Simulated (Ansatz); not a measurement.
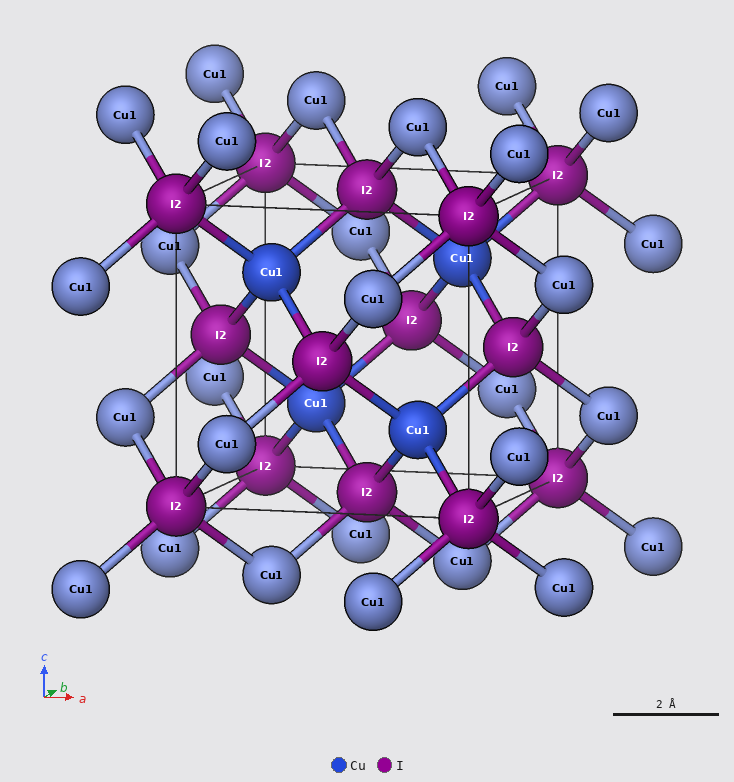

Figure 1. The input geometry of the first run (ball-and-stick view of the cell 4 times as large as that of the calculation, set on its symmetry axes, seen slightly off an axis; neighbours outside the cell are drawn fainter; atoms are numbered from 1 in the order of the input).

# What a change does: single-point calculation on CuI

System: CuI (F-43m, 2 atoms in the cell).
Method of the first run: DFT, LDA, all-electron LAPW, scalar-relativistic; levels at fixed fractional wave vectors of a strained or displaced cell, no spin polarisation (Ansatz 0.2.0).

The structure derives from an entry of the Crystallography Open Database. Text and figures count atoms from 1; the logs count them from 0 in places.

## Input, the first run
```yaml
crystal:
  lattice:
    - [2.93098873189, 2.93098873189, 0.0]
    - [-2.93098873189, 2.93098873189, 0.0]
    - [0.0, 2.93098873189, 2.93098873189]
  atoms:
    - { symbol: Cu, position: [0.75, 0.25, 0.5] }
    - { symbol: I, position: [0.0, 0.0, 0.0] }
kpoints:
  mp_grid: { grid: [6, 6, 6] }
scf:
  occupations: { method: fixed }
  convergence: { dr2_threshold: 1.0e-10 }
hamiltonian:
  xc: lda
  pseudopotentials: { kind: all_electron, lapw: { basis_error: 0.0005 } }
output:
  forces: true
  stress: true
  eigenstates:
    kpoints:
      - [0.0, 0.0, 0.0]
      - [-0.5, -0.5, -0.5]
      - [-0.5, 0.5, 0.0]
      - [0.0, 0.0, -0.5]
      - [0.0, -0.5, -0.5]
      - [0.0, 0.5, 0.0]
      - [-0.5, 0.0, 0.0]
      - [-0.5, 0.0, -0.5]
  eigenvalues: true
```

Launched with:
```bash
ansatz run input.yaml --threads 1 --pin off --max-ram 3072MiB --backend cpu --events-out ev --progress --plain --runs-dir out
```

Hardware: 1 thread of Intel Xeon (Granite Rapids), 64 GiB of memory available, shared host.

## Output, shortened to warnings, some set-up lines, iterations and results (the first run)
```
Basis set: ecut = 331.6669680484051 eV, 701 PW (Γ), exchange–correlation at level 2
Symmetry: 24 space group operations
k-points: 16 of 216 (time reversal used)
Initial density: superposition of atomic densities (chi_scale 0.1, normalization cell, long waves kept (reshape's long-wave potential 0.00 eV rms))
[...]
SCF iter   1: F=—  HF=-238450.481733 eV  |F-HF|=—  |Δ(HF+E_count)|=         —  Δρ=2.01e-2  dr2=1.58e-1  ethr=3.58e-4  ⟨swp⟩=2.7  Hψ=2932  notcnv=0
SCF iter   2: F=—  HF=-238451.070116 eV  |F-HF|=—  |Δ(HF+E_count)|=   5.88e-1  Δρ=1.92e-2  dr2=3.42e-1  ethr=3.58e-4  ⟨swp⟩=3.0  Hψ=1486  notcnv=0  recentre
SCF iter   3: F=—  HF=-238450.165771 eV  |F-HF|=—  |Δ(HF+E_count)|=   9.04e-1  Δρ=7.08e-3  dr2=2.11e-2  ethr=3.58e-4  ⟨swp⟩=3.0  Hψ=1460  notcnv=0
SCF iter   4: F=—  HF=-238450.164379 eV  |F-HF|=—  |Δ(HF+E_count)|=         —  Δρ=2.83e-3  dr2=5.25e-3  ethr=4.79e-5  ⟨swp⟩=2.8  Hψ=1314  notcnv=0
SCF iter   5: F=—  HF=-238450.156631 eV  |F-HF|=—  |Δ(HF+E_count)|=   7.75e-3  Δρ=7.18e-4  dr2=3.63e-4  ethr=8.28e-7  ⟨swp⟩=2.0  Hψ=2256  notcnv=0
SCF iter   6: F=—  HF=-238450.156166 eV  |F-HF|=—  |Δ(HF+E_count)|=   4.65e-4  Δρ=1.44e-4  dr2=1.50e-5  ethr=8.25e-7  ⟨swp⟩=2.8  Hψ=1315  notcnv=0
SCF iter   7: F=—  HF=-238450.156151 eV  |F-HF|=—  |Δ(HF+E_count)|=   1.59e-5  Δρ=2.40e-5  dr2=5.47e-7  ethr=3.42e-8  ⟨swp⟩=3.0  Hψ=1427  notcnv=0
SCF iter   8: F=—  HF=-238450.156150 eV  |F-HF|=—  |Δ(HF+E_count)|=   5.48e-7  Δρ=6.23e-6  dr2=3.58e-8  ethr=1.24e-9  ⟨swp⟩=2.2  Hψ=1284  notcnv=0
SCF iter   9: F=—  HF=-238450.156150 eV  |F-HF|=—  |Δ(HF+E_count)|=   4.10e-8  Δρ=8.26e-7  dr2=5.78e-10  ethr=8.14e-11  ⟨swp⟩=2.9  Hψ=1331  notcnv=0
SCF iter  10: F=-238450.156150 eV  HF=-238450.156150 eV  |F-HF|=1.75e-10  |Δ(HF+E_count)|=  7.57e-10  Δρ=5.22e-8  dr2=2.41e-12  ethr=3.04e-12 (applied; sched 1.31e-12)  …
SCF 1 converged in 10 iterations: F = -238450.156150 eV  dr2 = 2.41e-12
NSCF: frozen V_eff on 8 k-points
SCF converged after 10 iterations
Free energy (F): -238450.156150 eV
Harris-Foulkes:  -238450.156150 eV  (|F-HF|=1.75e-10)
Internal energy: -238450.156150 eV  (E = F + TS)
E sigma→0 (E₀):  -238450.156150 eV
Fermi energy:    10.589045 eV
--- Per-component energies (eV) ---
  E_band       = -1791.711309
  E_kinetic    = 250443.472937
  E_xc         = -6553.118269
  E_electrostatic = -482340.510818  (all electrons and nuclei)
  E_smearing   = -0.000000  (= −TS)
  E_closure    = 0.000000  (closes the sum)
  E_atoms      = -238443.162664  (free atoms, spherical and without spin; not in F)
  Σ components = -238450.156150   (vs F -238450.156150, Δ=0.00e0)
  Basis errors (estimates in eV, not in F): energy 2.1e-4 per atom: plane waves 1.9e-4 (1.1e-4 summed), levels above the bands 0.0e0, relativity 5.1e-9, radial functions 1.8e-5, core shells 2.6e-8; eigenvalues (radial functions only) 6.1e-7; not estimated: angular momenta, meshes, grids; target …
--- Forces (eV/Å), atoms counted from 1 ---
  atom   1  Cu     0.00000000    -0.00000000    -0.00000000
  atom   2  I      0.00000000    -0.00000000     0.00000000
  max |Σ_I F_I| component: 1.85e-17 eV/Å
--- Stress (GPa, compression-positive) ---
        0.039895       0.000000       0.000000
        0.000000       0.039895       0.000000
        0.000000       0.000000       0.039895
  P = ⅓ Tr σ = 0.0399 GPa (0.399 kbar)
```

For the second run the input was changed thus:
```diff
-    - [2.93098873189, 2.93098873189, 0.0]
-    - [-2.93098873189, 2.93098873189, 0.0]
-    - [0.0, 2.93098873189, 2.93098873189]
+    - [2.96942824482, 2.96942824482, 0.0]
+    - [-2.96942824482, 2.96942824482, 0.0]
+    - [0.0, 2.96942824482, 2.96942824482]
```

What does this change do to the results?

With the same functional and potentials, the second run lies 6.3 meV per atom higher. The gap on the mesh goes from 1.22 to 1.11 eV. The pressure goes from 0.04 to −1.97 GPa. The volume per atom goes from 25.18 to 26.18 Å³. The cell is scaled evenly with the atoms at fixed fractional positions, so −ΔP/Δ ln V estimates the bulk modulus midway between the two volumes: about 51 GPa. The number of SCF iterations is the same.

## Output, shortened to warnings, some set-up lines, iterations and results (the second run)
```
Basis set: ecut = 321.2569972302857 eV, 701 PW (Γ), exchange–correlation at level 2
Symmetry: 24 space group operations
k-points: 16 of 216 (time reversal used)
Initial density: superposition of atomic densities (chi_scale 0.1, normalization cell, long waves kept (reshape's long-wave potential 0.00 eV rms))
[...]
SCF iter   1: F=—  HF=-238450.441202 eV  |F-HF|=—  |Δ(HF+E_count)|=         —  Δρ=1.86e-2  dr2=1.45e-1  ethr=3.26e-4  ⟨swp⟩=2.8  Hψ=2935  notcnv=0
SCF iter   2: F=—  HF=-238450.975568 eV  |F-HF|=—  |Δ(HF+E_count)|=   5.34e-1  Δρ=1.74e-2  dr2=3.01e-1  ethr=3.26e-4  ⟨swp⟩=3.0  Hψ=1516  notcnv=0  recentre
SCF iter   3: F=—  HF=-238450.152374 eV  |F-HF|=—  |Δ(HF+E_count)|=   8.23e-1  Δρ=6.69e-3  dr2=1.92e-2  ethr=3.26e-4  ⟨swp⟩=3.0  Hψ=1487  notcnv=0
SCF iter   4: F=—  HF=-238450.150705 eV  |F-HF|=—  |Δ(HF+E_count)|=         —  Δρ=2.53e-3  dr2=4.40e-3  ethr=4.36e-5  ⟨swp⟩=2.6  Hψ=1327  notcnv=0
SCF iter   5: F=—  HF=-238450.143894 eV  |F-HF|=—  |Δ(HF+E_count)|=   6.81e-3  Δρ=6.03e-4  dr2=2.69e-4  ethr=6.14e-7  ⟨swp⟩=2.0  Hψ=2288  notcnv=0
SCF iter   6: F=—  HF=-238450.143539 eV  |F-HF|=—  |Δ(HF+E_count)|=   3.55e-4  Δρ=1.22e-4  dr2=1.14e-5  ethr=6.11e-7  ⟨swp⟩=2.9  Hψ=1349  notcnv=0
SCF iter   7: F=—  HF=-238450.143527 eV  |F-HF|=—  |Δ(HF+E_count)|=   1.20e-5  Δρ=2.26e-5  dr2=5.13e-7  ethr=2.59e-8  ⟨swp⟩=3.0  Hψ=1460  notcnv=0
SCF iter   8: F=—  HF=-238450.143526 eV  |F-HF|=—  |Δ(HF+E_count)|=   5.28e-7  Δρ=6.22e-6  dr2=3.80e-8  ethr=1.17e-9  ⟨swp⟩=2.2  Hψ=1313  notcnv=0
SCF iter   9: F=—  HF=-238450.143526 eV  |F-HF|=—  |Δ(HF+E_count)|=   4.41e-8  Δρ=8.61e-7  dr2=6.74e-10  ethr=8.64e-11  ⟨swp⟩=2.9  Hψ=1356  notcnv=0
SCF iter  10: F=-238450.143526 eV  HF=-238450.143526 eV  |F-HF|=5.82e-11  |Δ(HF+E_count)|=   1.34e-9  Δρ=5.38e-8  dr2=2.76e-12  ethr=3.09e-12 (applied; sched 1.53e-12)  …
SCF 1 converged in 10 iterations: F = -238450.143526 eV  dr2 = 2.76e-12
NSCF: frozen V_eff on 8 k-points
SCF converged after 10 iterations
Free energy (F): -238450.143526 eV
Harris-Foulkes:  -238450.143526 eV  (|F-HF|=5.82e-11)
Internal energy: -238450.143526 eV  (E = F + TS)
E sigma→0 (E₀):  -238450.143526 eV
Fermi energy:    9.918955 eV
--- Per-component energies (eV) ---
  E_band       = -1814.831394
  E_kinetic    = 250441.496691
  E_xc         = -6552.612593
  E_electrostatic = -482339.027625  (all electrons and nuclei)
  E_smearing   = -0.000000  (= −TS)
  E_closure    = 0.000000  (closes the sum)
  E_atoms      = -238443.162664  (free atoms, spherical and without spin; not in F)
  Σ components = -238450.143526   (vs F -238450.143526, Δ=0.00e0)
  Basis errors (estimates in eV, not in F): energy 2.1e-4 per atom: plane waves 2.0e-4 (1.1e-4 summed), levels above the bands 0.0e0, relativity 4.6e-9, radial functions 1.7e-5, core shells 1.7e-8; eigenvalues (radial functions only) 5.6e-7; not estimated: angular momenta, meshes, grids; target …
--- Forces (eV/Å), atoms counted from 1 ---
  atom   1  Cu     0.00000000     0.00000000     0.00000000
  atom   2  I     -0.00000000    -0.00000000    -0.00000000
  max |Σ_I F_I| component: 9.25e-18 eV/Å
--- Stress (GPa, compression-positive) ---
       -1.972498       0.000000      -0.000000
        0.000000      -1.972498       0.000000
       -0.000000       0.000000      -1.972498
  P = ⅓ Tr σ = -1.9725 GPa (-19.725 kbar)
```

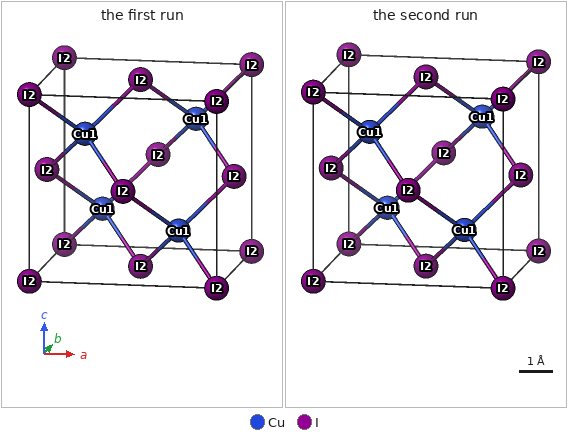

Figure 2. The two input geometries at one scale (ball-and-stick view of the cell 4 times as large as that of the calculation, set on its symmetry axes, seen slightly off an axis). No atom moves by more than 0.005 Å relative to the cell. The volume changes by +4.0 %, with a = b = c 5.862 → 5.939 Å (+1.3 %). Among the contacts that change: Cu1–I2 2.538 → 2.572 Å.

## The two runs side by side

```csv
quantity,the first run,the second run
outcome,converged,converged
free energy per atom (eV),−119225.0781,−119225.0718
gap on the mesh (eV),1.22,1.11
pressure (GPa),0.04,−1.97
volume per atom (Å³),25.18,26.18
largest force (eV/Å),0.000,0.000
SCF iterations,10,10
irreducible k-points,16,16
plane waves at Γ,701,701
wall time (shared host),8.4 s,8.1 s
```
